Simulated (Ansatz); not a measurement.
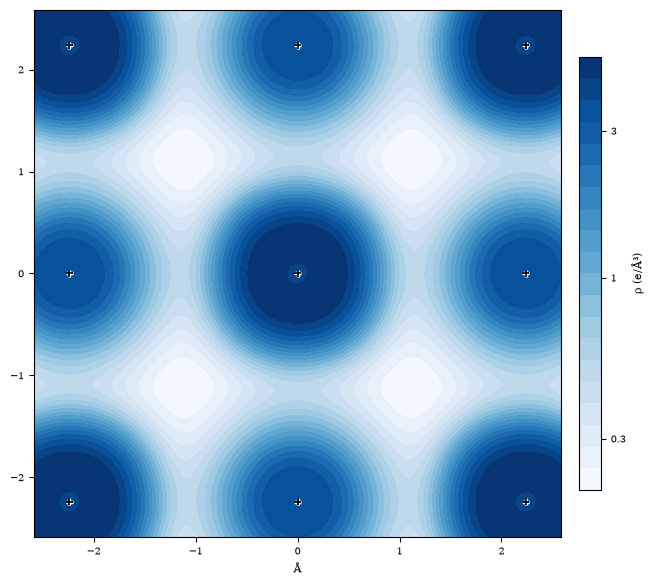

The valence electron density on a plane through atoms (crosses mark nuclei in the plane).

Level of theory: Ansatz 0.2.0, DFT, PBE, plane-wave PAW, default files, scalar-relativistic, frozen cores.

Candidates:
A. SiC, a = 3.08 Å, b = 3.08 Å, c = 4.23 Å, α = 90.00°, β = 90.00°, γ = 90.00°. Space group I-4m2; computed pressure about 10 GPa in this cell.
B. TiO2, a = 3.78 Å, b = 3.78 Å, c = 9.42 Å, α = 90.00°, β = 90.00°, γ = 90.00°. Space group I4₁/amd; computed pressure about 7 GPa in this cell; computed without spin polarisation.
C. NbN, a = 4.48 Å, b = 4.48 Å, c = 4.48 Å, α = 90.00°, β = 90.00°, γ = 90.00°. Space group Fm-3m; computed pressure about −10 GPa in this cell; the program warned that a starting moment wasn't kept; spin-polarised, but the moments vanished.

**Which system is this?**

Candidate C: NbN on the (100) plane of the conventional cell, which holds Nb and N. Nb–N (2.24 Å): the density is about 0.5 e/Å³ at the midpoint.
